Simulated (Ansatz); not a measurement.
**Residual resistivity of an alloy: Pt(111) with 4 layers of random Pt-W, 2x2**

How strongly does chemical disorder scatter in Pt(111) with 4 layers of random Pt-W, 2x2?

Main program and level: Ansatz 0.2.0; Ansatz plane-wave DFT, PBE, PAW files; ballistic transport by layer matching (Landauer), zero bias; PAW set soft_1.

### 1. Starting point

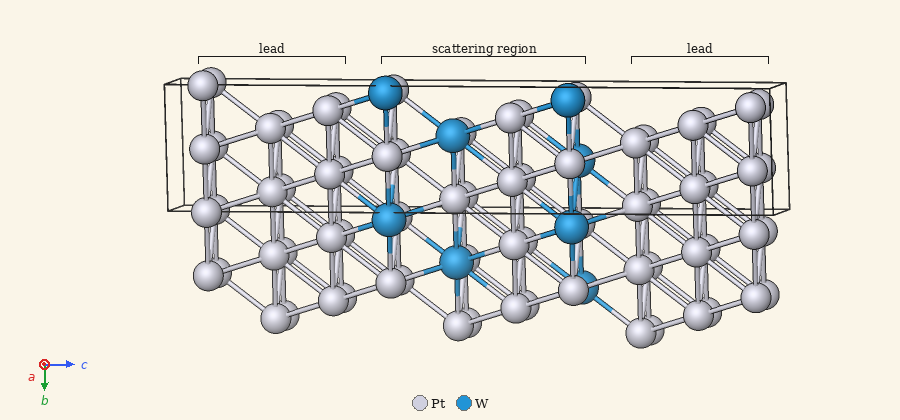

Start, viewed from the side, with the c axis across the page; platinum light grey, tungsten blue. 1×2×1 cells are drawn.

The cell holds 40 atoms: 36 Pt and 4 W. Cell: a = 5.546 Å, b = 5.546 Å, c = 22.699 Å, α = 93.5°, β = 86.5°, γ = 120.0°. It derives from Pt. Regions: lead, 24 atoms (24 Pt); scattering region, 16 atoms (4 W and 12 Pt). The structure is stacked along c, and the current runs across the ab planes.

### 2. With 4 alloy layers

In 4 layers a share of 0.25 of the sites is given to W at random. The layers about the cell's end stay perfect and serve as the lead. Disorder leaves little or no symmetry, which makes such runs dear. Energies from -0.05 to 0.05 eV in steps of 0.05 eV are too few for the program's thermal sum, so it prints no conductance; for a metal the transmission near the Fermi level serves, at a fraction of the cost.

File input.yaml:

```yaml
crystal:
  lattice:
    - [5.5462627489, 0.0, 0.0]
    - [-2.7731313745, 4.8032044366, 0.0]
    - [1.3865656872, -0.8005340728, 22.6425228571]
  atoms:
    - { symbol: Pt, position: [0.9916666667, 0.0083333333, 0.05] }
    - { symbol: Pt, position: [0.9916666667, 0.5083333333, 0.05] }
    - { symbol: Pt, position: [0.4916666667, 0.0083333333, 0.05] }
    - { symbol: Pt, position: [0.4916666667, 0.5083333333, 0.05] }
    - { symbol: Pt, position: [0.1416666667, 0.3583333333, 0.15] }
    - { symbol: Pt, position: [0.1416666667, 0.8583333333, 0.15] }
    - { symbol: Pt, position: [0.6416666667, 0.3583333333, 0.15] }
    - { symbol: Pt, position: [0.6416666667, 0.8583333333, 0.15] }
    - { symbol: Pt, position: [0.2916666667, 0.2083333333, 0.25] }
    - { symbol: Pt, position: [0.2916666667, 0.7083333333, 0.25] }
    - { symbol: Pt, position: [0.7916666667, 0.2083333333, 0.25] }
    - { symbol: Pt, position: [0.7916666667, 0.7083333333, 0.25] }
    - { symbol: W, position: [0.9416666667, 0.0583333333, 0.35] }
    - { symbol: Pt, position: [0.9416666667, 0.5583333333, 0.35] }
    - { symbol: Pt, position: [0.4416666667, 0.0583333333, 0.35] }
    - { symbol: Pt, position: [0.4416666667, 0.5583333333, 0.35] }
    - { symbol: Pt, position: [0.0916666667, 0.4083333333, 0.45] }
    - { symbol: Pt, position: [0.0916666667, 0.9083333333, 0.45] }
    - { symbol: W, position: [0.5916666667, 0.4083333333, 0.45] }
    - { symbol: Pt, position: [0.5916666667, 0.9083333333, 0.45] }
    - { symbol: Pt, position: [0.2416666667, 0.2583333333, 0.55] }
    - { symbol: Pt, position: [0.2416666667, 0.7583333333, 0.55] }
    - { symbol: Pt, position: [0.7416666667, 0.2583333333, 0.55] }
    - { symbol: Pt, position: [0.7416666667, 0.7583333333, 0.55] }
    - { symbol: W, position: [0.8916666667, 0.1083333333, 0.65] }
    - { symbol: Pt, position: [0.8916666667, 0.6083333333, 0.65] }
    - { symbol: Pt, position: [0.3916666667, 0.1083333333, 0.65] }
    - { symbol: W, position: [0.3916666667, 0.6083333333, 0.65] }
    - { symbol: Pt, position: [0.0416666667, 0.4583333333, 0.75] }
    - { symbol: Pt, position: [0.0416666667, 0.9583333333, 0.75] }
    - { symbol: Pt, position: [0.5416666667, 0.4583333333, 0.75] }
    - { symbol: Pt, position: [0.5416666667, 0.9583333333, 0.75] }
    - { symbol: Pt, position: [0.1916666667, 0.3083333333, 0.85] }
    - { symbol: Pt, position: [0.1916666667, 0.8083333333, 0.85] }
    - { symbol: Pt, position: [0.6916666667, 0.3083333333, 0.85] }
    - { symbol: Pt, position: [0.6916666667, 0.8083333333, 0.85] }
    - { symbol: Pt, position: [0.8416666667, 0.1583333333, 0.95] }
    - { symbol: Pt, position: [0.8416666667, 0.6583333333, 0.95] }
    - { symbol: Pt, position: [0.3416666667, 0.1583333333, 0.95] }
    - { symbol: Pt, position: [0.3416666667, 0.6583333333, 0.95] }
kpoints:
  mp_grid: { grid: [5, 5, 1] }
hamiltonian:
  xc: pbe
  pseudopotentials: { kind: paw, azcp: { folder: soft_1 } }
scf:
  occupations: { method: fermi_dirac, width: 0.1 }
output:
  transmission:
    leads: [[0, 4]]
    kmesh: [10, 10]
    e_range: [-0.05, 0.05]
    de: 0.05
  write_potential: true
  write_density: true
  volumetric_format: npy
```

Launch:

```sh
$ ansatz run input.yaml --threads 4 --pin off --max-ram 15360MiB --backend cpu --events-out ev --progress --plain --runs-dir out
```

Numbers of over 12 decimals in the logs are rounded to 6 here.

The log of the run:

```text
Engine: ansatz 0.2.0, aarch64-unknown-linux-gnu
Pseudopotentials: kind: paw
Pseudopotential: Pt, paw, valence charge 18, recommended cutoff 420 eV (normal), soft_1/Pt.paw.azcp
Pseudopotential: W, paw, valence charge 14, recommended cutoff 420 eV (normal), soft_1/W.paw.azcp
Functional definition: PBE
  parameter kappa = 0.804
  parameter beta = 0.066725
  exchange = pbe_x(kappa = kappa, mu = beta*pi^2/3)
  correlation = pbe_c(beta = beta)
Crystal: 40 atoms, lattice volume = 603.193 Å³
Basis set: ecut = 420 eV, 11827 PW (Γ)
Bands: 423, of which v1, the nominal top of the filled ones, is band 352 counted from 1 (351 counted from 0)
Symmetry: 2 space group operations
Space group: Cm (ITA 8), of the structure as read, at distance tolerance 8.4e-5 Å
k-points: 9 of 25 (time reversal used)
Non-local potential: Pt, projectors of the file, l = 0: 3, l = 1: 2, l = 2: 2, l = 3: 1
Non-local potential: W, projectors of the file, l = 0: 3, l = 1: 2, l = 2: 2, l = 3: 1
PAW form: soft (Blöchl's): semilocal exchange-correlation on the pseudo side does not see the compensation charge
PAW one-centre angular grid: Pt, 590 points (default); XC on 64 Gauss nodes
PAW one-centre angular grid: W, 590 points (default); XC on 64 Gauss nodes
Initial density: superposition of atomic densities (chi_scale 0.1, normalization cell, long waves kept (reshape's long-wave potential 0.76 eV rms))
Initial wavefunctions: pseudopotential atomic-orbital guess
Functional: x = pbe(κ = 0.804, μ = 0.219515), c = pbe(β = 0.066725)
SCF iter   1: F=—  HF=-492461.239154 eV  |F-HF|=—  |Δ(HF+E_count)|=         —  Δρ=1.18e-1  dr2=1.31e3  ethr=3.10e-3  ⟨swp⟩=4.4  Hψ=11052  notcnv=0  defer=127
preconditioner: auto → Kerker (q_TF=auto, 2.799 Å⁻¹)  [metal: Δε(μ)=0.008 eV  Ē_g=8.026 eV  σ=0.100 eV  W_gap=0.02  n_scr=240 (ndim 8)  ℏωp=29.6 eV  f_vac=0.000  D(μ)=29.39/eV (n_scr^D=276)]
SCF iter   2: F=—  HF=-492443.294407 eV  |F-HF|=—  |Δ(HF+E_count)|=    1.79e1  Δρ=5.94e-2  dr2=4.94e2  ethr=3.10e-3  ⟨swp⟩=2.0  Hψ=6090  notcnv=0  defer=282
SCF iter   3: F=—  HF=-492436.938704 eV  |F-HF|=—  |Δ(HF+E_count)|=    6.36e0  Δρ=2.72e-2  dr2=2.84e1  ethr=3.10e-3  ⟨swp⟩=2.8  Hψ=8108  notcnv=0  defer=284
SCF iter   4: F=—  HF=-492436.326856 eV  |F-HF|=—  |Δ(HF+E_count)|=   6.12e-1  Δρ=7.15e-3  dr2=1.18e1  ethr=3.10e-3  ⟨swp⟩=1.3  Hψ=4007  notcnv=0  defer=279
SCF iter   5: F=—  HF=-492436.274944 eV  |F-HF|=—  |Δ(HF+E_count)|=   5.19e-2  Δρ=4.32e-3  dr2=5.77e0  ethr=1.67e-3  ⟨swp⟩=1.0  Hψ=3520  notcnv=0  defer=285
SCF iter   6: F=—  HF=-492436.241041 eV  |F-HF|=—  |Δ(HF+E_count)|=   3.39e-2  Δρ=2.26e-3  dr2=1.24e0  ethr=8.19e-4  ⟨swp⟩=1.0  Hψ=3520  notcnv=0  defer=287
SCF iter   7: F=—  HF=-492436.233086 eV  |F-HF|=—  |Δ(HF+E_count)|=   7.95e-3  Δρ=3.98e-4  dr2=4.21e-2  ethr=1.76e-4  ⟨swp⟩=1.0  Hψ=3520  notcnv=0  defer=287
SCF iter   8: F=—  HF=-492436.232821 eV  |F-HF|=—  |Δ(HF+E_count)|=   2.64e-4  Δρ=6.64e-5  dr2=5.45e-4  ethr=5.98e-6  ⟨swp⟩=1.0  Hψ=3520  notcnv=0  defer=287
SCF iter   9: F=—  HF=-492436.232843 eV  |F-HF|=—  |Δ(HF+E_count)|=   2.19e-5  Δρ=1.77e-5  dr2=3.81e-5  ethr=7.75e-8  ⟨swp⟩=1.0  Hψ=3520  notcnv=0  defer=287
SCF iter  10: F=—  HF=-492436.231688 eV  |F-HF|=—  |Δ(HF+E_count)|=   1.16e-3  Δρ=4.34e-6  dr2=1.86e-6  ethr=5.42e-9  ⟨swp⟩=1.0  Hψ=3780  notcnv=0  defer=287
SCF iter  11: F=—  HF=-492436.231688 eV  |F-HF|=—  |Δ(HF+E_count)|=   2.77e-8  Δρ=1.07e-6  dr2=1.48e-7  ethr=2.64e-10  ⟨swp⟩=1.0  Hψ=3520  notcnv=0  defer=287
SCF iter  12: F=-492436.231688 eV  HF=-492436.231688 eV  |F-HF|=1.32e-8  |Δ(HF+E_count)|=   4.25e-9  Δρ=3.14e-7  dr2=1.34e-8  ethr=1.42e-11  ⟨swp⟩=8.0  Hψ=9023  notcnv=0
SCF 1 converged in 12 iterations: F = -492436.231688 eV  dr2 = 1.34e-8
  greatest PAW one-centre occupation: 1.000 electrons in one spin orbital (limit 2), on the Pt atom at site 26 (counted from 0), in its partial waves of l = 0
transmission: 124 of 1240 steps passed
transmission: 248 of 1240 steps passed
[...]
transmission: 1240 of 1240 steps passed
SCF converged after 12 iterations
Free energy (F): -492436.231688 eV
Harris-Foulkes:  -492436.231688 eV  (|F-HF|=1.32e-8)
Internal energy: -492434.544221 eV  (E = F + TS)
E sigma→0 (E₀):  -492435.387955 eV
Entropy (-TS):   -1.687466 eV (-42.187 meV/atom)
Fermi energy:    23.630439 eV
--- Per-component energies (eV) ---
  E_band       = -4894.229285
  E_kinetic    = 23191.892356
  E_local      = -54774.287609  (includes V_loc(G=0)·N_el)
  E_nonlocal   = 7233.841878
  E_hartree    = 21125.611209
  E_xc         = -9448.489795
  E_vxc        = -10714.811776  (∫ρ·V_xc dr)
  E_paw        = -375730.669709  (= ΣΔE_a)
  E_vpaw       = -12082.127684  (= ΣTr[D̂ρ^β])
  E_aug_tail   = 0.040743  (compensation charges beyond the density's cutoff)
  E_ewald      = -104032.483296
  E_smearing   = -1.687466  (= −TS)
  E_closure    = 0.000000  (closes the sum)
  Σ components = -492436.231688   (vs F -492436.231688, Δ=0.00e0)
--- Band table (eV; the first three rows and the last of 9) ---
  k-point 0: bands = [... 348 lower, 23.7957, 23.7991, 23.8087, 23.8808, 23.8838, 23.8937, 23.9481, 23.9726, ... 67 higher]
  k-point 1: bands = [... 348 lower, 23.5563, 23.6308, 23.7056, 23.7363, 23.7838, 23.8109, 23.8351, 23.9134, ... 67 higher]
  k-point 2: bands = [... 348 lower, 23.5118, 23.5550, 23.5703, 23.6019, 23.6384, 23.6724, 23.7292, 23.7607, ... 67 higher]
  k-point 8: bands = [... 348 lower, 23.4833, 23.5069, 23.5538, 23.5979, 23.6025, 23.6382, 23.6591, 23.7281, ... 67 higher]
--- Transmission ---
  basis      : 241 plane waves across, 40 finite elements along
  points     : 31, standing for a mesh of 10 x 10
  energies   : 3 from -0.050000 to 0.050000 eV about the Fermi level, 0.050000 eV apart; the leads are filled to 0.000000 eV, and channels, transmission and decay are at 0.000000 eV
  crystal 0  : Pt4, at the sites [0, 4], period 2.2643 Å, over 13.59 Å; its Hamiltonian steps by up to 41.6 meV: too much for a lead, lay more layers or, if its atoms are ordered, name the step of that order
    offset         : up to 0.0000 Å between an atom of the period and one for which it stands
    channels       : 6.840000e0 a spin
    conductance    : none, the energies end too early or step too widely for 300 K: set another output.transmission.e_range or a lower de, or, where they end at an eighth of basis.ecutwfc, a higher one
  junction   : crystal 0 to crystal 0, 0.70 to 21.08 Å
    transmission   : 1.649396e0 a spin
    conductance    : none, the energies end too early or step too widely for 300 K: set another output.transmission.e_range or a lower de, or, where they end at an eighth of basis.ecutwfc, a higher one
```

Wall time 5.4 min (4 threads of Arm Neoverse V1, shared host); peak memory 5.1 GiB.

This step gave:

```yaml
free_energy: -492436.2317 eV
energy_at_zero_smearing: -492435.3880 eV
fermi_energy: 23.63 eV
cell_area: 26.64 Å²
transmission_per_spin_nearest_the_fermi_level: 1.649
open_channels_per_spin_nearest_the_fermi_level: 6.84
step_of_the_lead_s_potential: 41.6 meV
```

Per spin. The transmission, zone mean by energy, zero at the Fermi level:

| energy (eV) | transmission, zone mean |
| --- | --- |
| -0.0500 | 1.80 |
| 0.0000 | 1.65 |
| 0.0500 | 1.54 |

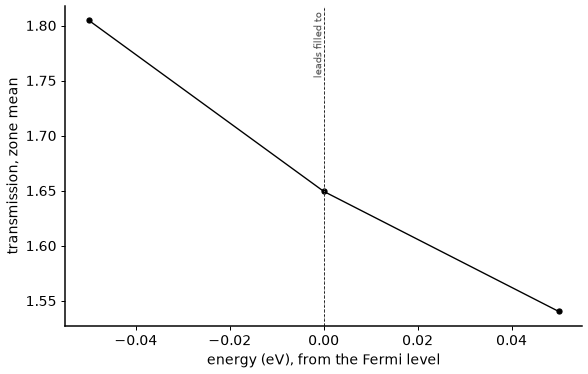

Transmission, zone mean, plotted against energy.

Per spin. Open channels, zone mean, lead against energy, zero at the Fermi level:

| energy (eV) | open channels, zone mean, lead |
| --- | --- |
| -0.0500 | 7.3 |
| 0.0000 | 6.84 |
| 0.0500 | 6.41 |

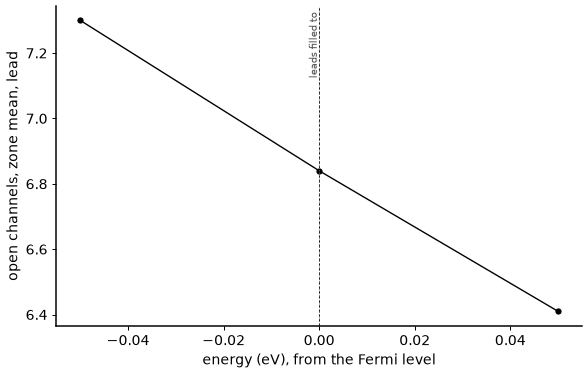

Open channels, zone mean, lead against energy.

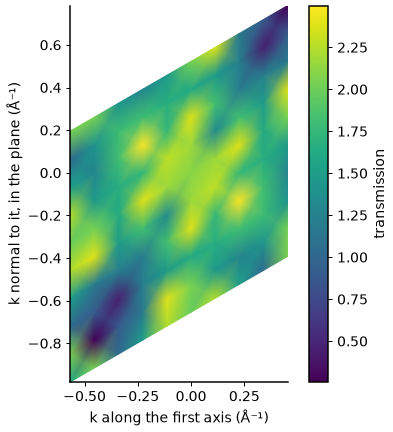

Transmission over k1 and k2. At 0.0000 eV from the Fermi level.

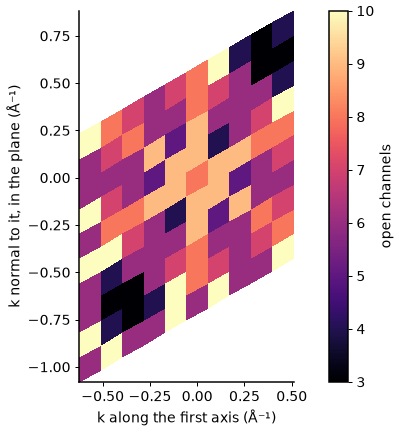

Open channels over k1 and k2. At 0.0000 eV from the Fermi level.

Over the solved energies the transmission per spin lies between 1.54 and 1.80, out of 6.85 channels of the lead on average (up to 7.3). The log calls the step of a lead's potential too much.

(Continued in part 2 of 2.)

[Logs are printed without paths, hosts, clocks, repeated set-up lines and the standing remarks that a program may print on its own settings, such as how far it seeks lower states.]

[Hosts, paths, dates, database ids (printed as entryN), source tags and the programs' standing remarks are cut or masked in the printed files.]
